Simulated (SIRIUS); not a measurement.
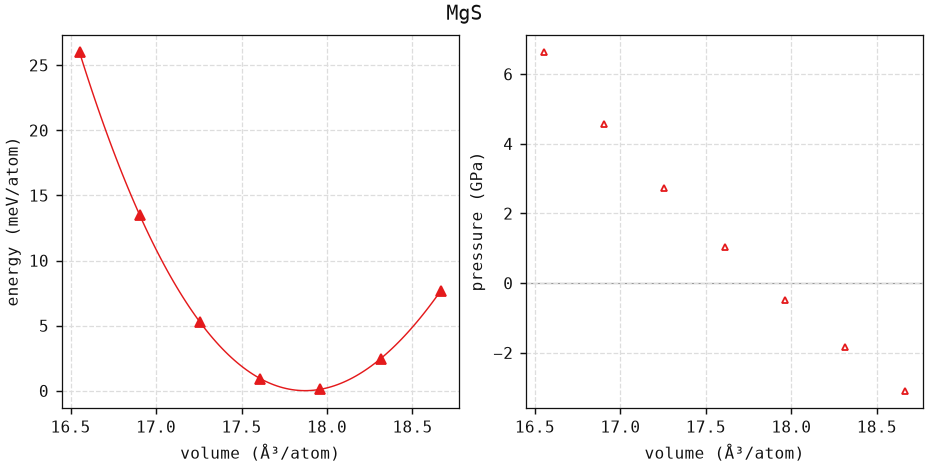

The plot gives the computed energy and pressure against volume for MgS, space group Fm-3m (No. 225).

The given structure:
```cif
data_structure
_symmetry_space_group_name_H-M 'P 1'
_symmetry_Int_Tables_number 1
_cell_length_a 3.6793
_cell_length_b 3.6793
_cell_length_c 3.6793
_cell_angle_alpha 60.000
_cell_angle_beta 60.000
_cell_angle_gamma 60.000
_cell_volume 35.22
loop_
_atom_site_label
_atom_site_type_symbol
_atom_site_fract_x
_atom_site_fract_y
_atom_site_fract_z
_atom_site_occupancy
S1 S 0.50000 0.50000 0.50000 1
Mg1 Mg 0.00000 0.00000 0.00000 1
```

Calculation (SIRIUS 7.10.0): plane-wave DFT, no spin polarisation; energies at scaled volumes of the given cell, shape and fractions fixed, counted from the fit's minimum, third-order Birch-Murnaghan fit. Level: PBE.

- k mesh: 6×6×6
- occupations: Fermi–Dirac
- smearing width: 0.05 eV
- potentials: sg15 pbe 1.2
- wave cutoff: 1152 eV
- density cutoff: 4606 eV

Q: Give the fitted equation-of-state parameters.

A: A third-order Birch–Murnaghan fit gives V0 = 17.87 Å³/atom, B0 = 75.1 GPa and B′ = 4.1.

Q: Read off the course of the pressure.

A: It falls from 6.63 GPa at volume 16.55 Å³/atom to −3.09 GPa at 18.67 Å³/atom, and changes sign near 17.85 Å³/atom.
